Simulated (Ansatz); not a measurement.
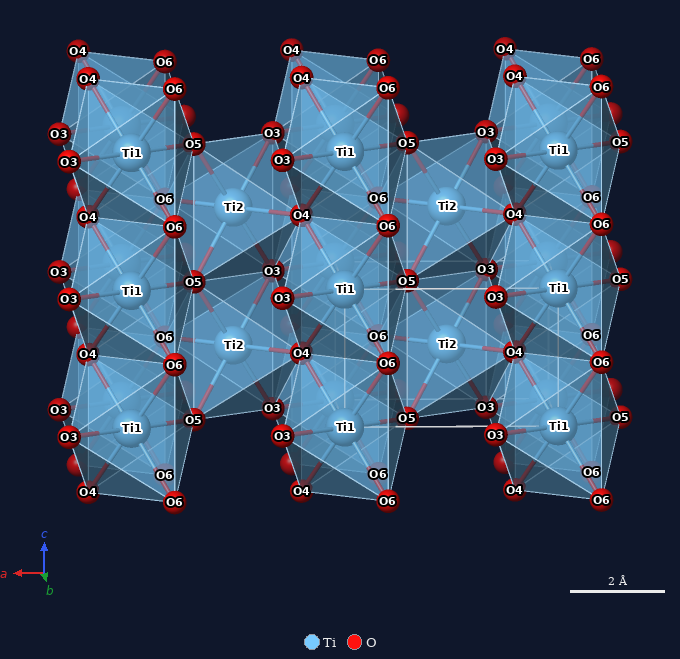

**Figure 1.** The input geometry of run 1 (polyhedral view of the cell of the calculation, repeated 2 × 1 × 2, seen at an oblique angle; polyhedra are completed across the faces of the cell; atoms are numbered from 1 in the order of the input). An atom can appear more than once, as a periodic image.

## Two runs on TiO₂

System: TiO₂ (6 atoms in the cell).
Method of run 1: DFT, LDA, all-electron LAPW, scalar-relativistic, no spin polarisation (Ansatz 0.2.0).

The structure derives from an entry of the Crystallography Open Database. Text and figures count atoms from 1; the logs count them from 0 in places.

Input, run 1:
```yaml
crystal:
  lattice:
    - [4.54806, 0.0, 0.0]
    - [0.0, 4.54806, 0.0]
    - [0.0, 0.0, 2.959]
  atoms:
    - { symbol: Ti, position: [0.0, 0.0, 0.0] }
    - { symbol: Ti, position: [0.5, 0.5, 0.5] }
    - { symbol: O, position: [0.306, 0.306, 0.0] }
    - { symbol: O, position: [0.194, 0.806, 0.5] }
    - { symbol: O, position: [0.694, 0.694, 0.0] }
    - { symbol: O, position: [0.806, 0.194, 0.5] }
kpoints:
  mp_grid: { grid: [7, 7, 10] }
  band_path:
    path:
      - [0.0, 0.0, 0.0]
      - [0.0, 0.5, 0.0]
      - [0.5, 0.5, 0.0]
      - [0.0, 0.0, 0.0]
      - [0.0, 0.0, 0.5]
      - [0.0, 0.5, 0.5]
      - [0.5, 0.5, 0.5]
      - [0.0, 0.0, 0.5]
      - [0.0, 0.5, 0.0]
    npoints: 5
scf:
  occupations: { method: fermi_dirac, width: 0.05 }
hamiltonian:
  xc: lda
  pseudopotentials: { kind: all_electron, lapw: { basis_error: 0.0005 } }
output:
  forces: true
  stress: true
  eigenvalues: true
```

Command:
```bash
ansatz run input.yaml --threads 2 --pin off --max-ram 8192MiB --backend cpu --events-out ev --progress --plain --runs-dir out
```

Hardware: 2 threads of Arm Neoverse V1, 24 GiB of memory available, shared host.

Output, shortened to warnings, some set-up lines, iterations and results (run 1):
```
Basis set: ecut = 448.5828626024001 eV, 1315 PW (Γ), exchange–correlation at level 2
Symmetry: 16 space group operations
k-points: 60 of 490
Initial density: superposition of atomic densities (chi_scale 0.1, normalization cell, long waves kept (reshape's long-wave potential 0.00 eV rms))
[...]
SCF iter   1: F=—  HF=-54531.192573 eV  |F-HF|=—  |Δ(HF+E_count)|=         —  Δρ=1.71e-1  dr2=1.88e1  ethr=2.61e-2  ⟨swp⟩=2.0  Hψ=17170  notcnv=0
SCF iter   2: F=—  HF=-54525.680248 eV  |F-HF|=—  |Δ(HF+E_count)|=    5.51e0  Δρ=1.19e-1  dr2=1.00e1  ethr=2.61e-2  ⟨swp⟩=3.0  Hψ=8432  notcnv=0
SCF iter   3: F=—  HF=-54522.655388 eV  |F-HF|=—  |Δ(HF+E_count)|=    3.02e0  Δρ=6.43e-2  dr2=2.75e0  ethr=1.39e-2  ⟨swp⟩=2.9  Hψ=8035  notcnv=0
SCF iter   4: F=—  HF=-54521.916163 eV  |F-HF|=—  |Δ(HF+E_count)|=   7.39e-1  Δρ=2.04e-2  dr2=2.65e-1  ethr=3.68e-4  ⟨swp⟩=2.0  Hψ=14048  notcnv=0
SCF iter   5: F=—  HF=-54521.972582 eV  |F-HF|=—  |Δ(HF+E_count)|=         —  Δρ=1.80e-2  dr2=2.41e-1  ethr=3.67e-4  ⟨swp⟩=2.0  Hψ=8580  notcnv=0
SCF iter   6: F=—  HF=-54521.881587 eV  |F-HF|=—  |Δ(HF+E_count)|=   9.10e-2  Δρ=5.07e-3  dr2=2.16e-2  ethr=3.34e-4  ⟨swp⟩=2.0  Hψ=8001  notcnv=0
SCF iter   7: F=—  HF=-54521.875497 eV  |F-HF|=—  |Δ(HF+E_count)|=   6.09e-3  Δρ=2.07e-3  dr2=4.08e-3  ethr=3.00e-5  ⟨swp⟩=2.0  Hψ=8100  notcnv=0
SCF iter   8: F=—  HF=-54521.874571 eV  |F-HF|=—  |Δ(HF+E_count)|=   9.26e-4  Δρ=1.05e-3  dr2=1.00e-3  ethr=5.67e-6  ⟨swp⟩=2.0  Hψ=8101  notcnv=0
SCF iter   9: F=—  HF=-54521.874322 eV  |F-HF|=—  |Δ(HF+E_count)|=   2.48e-4  Δρ=4.50e-4  dr2=1.66e-4  ethr=1.39e-6  ⟨swp⟩=2.0  Hψ=8105  notcnv=0
SCF iter  10: F=—  HF=-54521.874265 eV  |F-HF|=—  |Δ(HF+E_count)|=   5.68e-5  Δρ=4.52e-5  dr2=1.56e-6  ethr=2.30e-7  ⟨swp⟩=2.0  Hψ=8109  notcnv=0
SCF iter  11: F=-54521.874265 eV  HF=-54521.874265 eV  |F-HF|=7.84e-8  |Δ(HF+E_count)|=   4.54e-7  Δρ=9.38e-6  dr2=4.55e-8  ethr=2.17e-9  ⟨swp⟩=2.0  Hψ=8100  notcnv=0
SCF 1 converged in 11 iterations: F = -54521.874265 eV  dr2 = 4.55e-8
NSCF: frozen V_eff on 41 k-points
SCF converged after 11 iterations
Free energy (F): -54521.874265 eV
Harris-Foulkes:  -54521.874265 eV  (|F-HF|=7.84e-8)
Internal energy: -54521.874265 eV  (E = F + TS)
E sigma→0 (E₀):  -54521.874265 eV
Fermi energy:    10.254207 eV
--- Per-component energies (eV) ---
  E_band       = -11530.911037
  E_kinetic    = 54912.141155
  E_xc         = -3075.061486
  E_electrostatic = -106358.953934  (all electrons and nuclei)
  E_smearing   = -0.000000  (= −TS)
  E_closure    = 0.000000  (closes the sum)
  E_atoms      = -54464.972173  (free atoms, spherical and without spin; not in F)
  Σ components = -54521.874265   (vs F -54521.874265, Δ=0.00e0)
  Basis errors (estimates in eV, not in F): energy 2.1e-4 per atom: plane waves 1.8e-4 (1.1e-4 summed), levels above the bands 3.4e-47, relativity 1.1e-8, radial functions 2.4e-5, core shells 1.8e-13; eigenvalues (radial functions only) 1.2e-6; not estimated: angular momenta, meshes, grids; target …
--- Forces (eV/Å), atoms counted from 1 ---
  atom   1  Ti    -0.00000000    -0.00000000     0.00000000
  atom   2  Ti    -0.00000000     0.00000000     0.00000000
  atom   3  O     -0.14121424    -0.14121424     0.00000000
  atom   4  O      0.14121424    -0.14121424     0.00000000
  atom   5  O      0.14121424     0.14121424     0.00000000
  atom   6  O     -0.14121424     0.14121424     0.00000000
  max |Σ_I F_I| component: 0.00e0 eV/Å
--- Stress (GPa, compression-positive) ---
       -1.823157       0.000000       0.000000
        0.000000      -1.823157       0.000000
        0.000000       0.000000      -6.434110
  P = ⅓ Tr σ = -3.3601 GPa (-33.601 kbar)
```

For run 2 the input was changed thus:
```diff
-    - [4.54806, 0.0, 0.0]
-    - [0.0, 4.54806, 0.0]
+    - [4.45618, 0.0, 0.0]
+    - [0.0, 4.45618, 0.0]
```

Predict how the results change.

With the same functional and potentials, run 2 lies 9.0 meV per atom higher. The gap on the mesh goes from 1.87 to 1.94 eV. The pressure goes from −3.36 to 6.72 GPa. The largest force goes from 0.200 to 0.362 eV/Å. The volume per atom goes from 10.20 to 9.79 Å³. The number of SCF iterations is the same. The plane waves at Γ go from 1315 to 1259.

Output, shortened to warnings, some set-up lines, iterations and results (run 2):
```
Basis set: ecut = 456.36234354911767 eV, 1259 PW (Γ), exchange–correlation at level 2
Symmetry: 16 space group operations
k-points: 60 of 490
Initial density: superposition of atomic densities (chi_scale 0.1, normalization cell, long waves kept (reshape's long-wave potential 0.00 eV rms))
[...]
SCF iter   1: F=—  HF=-54531.147440 eV  |F-HF|=—  |Δ(HF+E_count)|=         —  Δρ=1.76e-1  dr2=1.85e1  ethr=2.57e-2  ⟨swp⟩=2.0  Hψ=17241  notcnv=0
SCF iter   2: F=—  HF=-54525.092434 eV  |F-HF|=—  |Δ(HF+E_count)|=    6.06e0  Δρ=1.05e-1  dr2=7.15e0  ethr=2.57e-2  ⟨swp⟩=3.0  Hψ=8412  notcnv=0
SCF iter   3: F=—  HF=-54522.454425 eV  |F-HF|=—  |Δ(HF+E_count)|=    2.64e0  Δρ=6.11e-2  dr2=2.30e0  ethr=9.92e-3  ⟨swp⟩=3.0  Hψ=8355  notcnv=0
SCF iter   4: F=—  HF=-54521.850722 eV  |F-HF|=—  |Δ(HF+E_count)|=         —  Δρ=1.61e-2  dr2=1.55e-1  ethr=2.15e-4  ⟨swp⟩=2.0  Hψ=13840  notcnv=0
SCF iter   5: F=—  HF=-54521.905825 eV  |F-HF|=—  |Δ(HF+E_count)|=   5.51e-2  Δρ=1.67e-2  dr2=1.95e-1  ethr=2.15e-4  ⟨swp⟩=2.0  Hψ=8580  notcnv=0  recentre
SCF iter   6: F=—  HF=-54521.822951 eV  |F-HF|=—  |Δ(HF+E_count)|=   8.29e-2  Δρ=2.73e-3  dr2=7.45e-3  ethr=2.15e-4  ⟨swp⟩=2.0  Hψ=8134  notcnv=0
SCF iter   7: F=—  HF=-54521.821030 eV  |F-HF|=—  |Δ(HF+E_count)|=   1.92e-3  Δρ=1.83e-3  dr2=2.95e-3  ethr=1.04e-5  ⟨swp⟩=2.0  Hψ=8100  notcnv=0
SCF iter   8: F=—  HF=-54521.820293 eV  |F-HF|=—  |Δ(HF+E_count)|=   7.37e-4  Δρ=8.05e-4  dr2=5.22e-4  ethr=4.10e-6  ⟨swp⟩=2.0  Hψ=8100  notcnv=0
SCF iter   9: F=—  HF=-54521.820140 eV  |F-HF|=—  |Δ(HF+E_count)|=   1.53e-4  Δρ=3.59e-4  dr2=9.72e-5  ethr=7.25e-7  ⟨swp⟩=2.0  Hψ=8100  notcnv=0
SCF iter  10: F=—  HF=-54521.820107 eV  |F-HF|=—  |Δ(HF+E_count)|=   3.38e-5  Δρ=4.55e-5  dr2=1.50e-6  ethr=1.35e-7  ⟨swp⟩=2.0  Hψ=8100  notcnv=0
SCF iter  11: F=-54521.820106 eV  HF=-54521.820106 eV  |F-HF|=4.17e-8  |Δ(HF+E_count)|=   5.44e-7  Δρ=6.17e-6  dr2=2.30e-8  ethr=2.09e-9  ⟨swp⟩=2.0  Hψ=8100  notcnv=0
SCF 1 converged in 11 iterations: F = -54521.820106 eV  dr2 = 2.30e-8
NSCF: frozen V_eff on 41 k-points
SCF converged after 11 iterations
Free energy (F): -54521.820106 eV
Harris-Foulkes:  -54521.820106 eV  (|F-HF|=4.17e-8)
Internal energy: -54521.820106 eV  (E = F + TS)
E sigma→0 (E₀):  -54521.820106 eV
Fermi energy:    10.976034 eV
--- Per-component energies (eV) ---
  E_band       = -11481.356137
  E_kinetic    = 54923.215789
  E_xc         = -3077.666068
  E_electrostatic = -106367.369827  (all electrons and nuclei)
  E_smearing   = -0.000000  (= −TS)
  E_closure    = 0.000000  (closes the sum)
  E_atoms      = -54464.972173  (free atoms, spherical and without spin; not in F)
  Σ components = -54521.820106   (vs F -54521.820106, Δ=0.00e0)
  Basis errors (estimates in eV, not in F): energy 2.0e-4 per atom: plane waves 1.8e-4 (1.1e-4 summed), levels above the bands 8.4e-49, relativity 1.1e-8, radial functions 1.8e-5, core shells 6.3e-13; eigenvalues (radial functions only) 1.4e-6; not estimated: angular momenta, meshes, grids; target …
--- Forces (eV/Å), atoms counted from 1 ---
  atom   1  Ti     0.00000000    -0.00000000     0.00000000
  atom   2  Ti     0.00000000     0.00000000     0.00000000
  atom   3  O     -0.25572290    -0.25572290     0.00000000
  atom   4  O      0.25572290    -0.25572290     0.00000000
  atom   5  O      0.25572290     0.25572290     0.00000000
  atom   6  O     -0.25572290     0.25572290     0.00000000
  max |Σ_I F_I| component: 5.55e-17 eV/Å
--- Stress (GPa, compression-positive) ---
        9.306160       0.000000       0.000000
        0.000000       9.306160       0.000000
        0.000000       0.000000       1.544464
  P = ⅓ Tr σ = 6.7189 GPa (67.189 kbar)
```

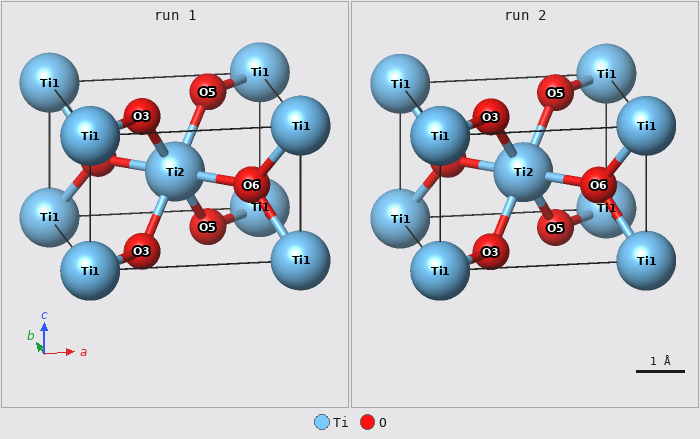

**Figure 2.** The two input geometries at one scale (ball-and-stick view of the cell of the calculation, seen slightly off an axis). The atoms keep their places relative to the cell (all moves are under 0.005 Å). Cell: a = b 4.548 → 4.456 Å (−2.0 %), c stays at 2.959 Å. Volume −4.0 %. Among the contacts that change: O–Ti 1.968 → 1.928 Å, O–Ti 1.935 → 1.919 Å.

The two runs side by side:

```tsv
quantity	run 1	run 2
outcome	converged	converged
free energy per atom (eV)	−9086.9790	−9086.9700
gap on the mesh (eV)	1.87	1.94
pressure (GPa)	−3.36	6.72
volume per atom (Å³)	10.20	9.79
largest force (eV/Å)	0.200	0.362
SCF iterations	11	11
irreducible k-points	60	60
plane waves at Γ	1315	1259
wall time (shared host)	67 s	65 s
```
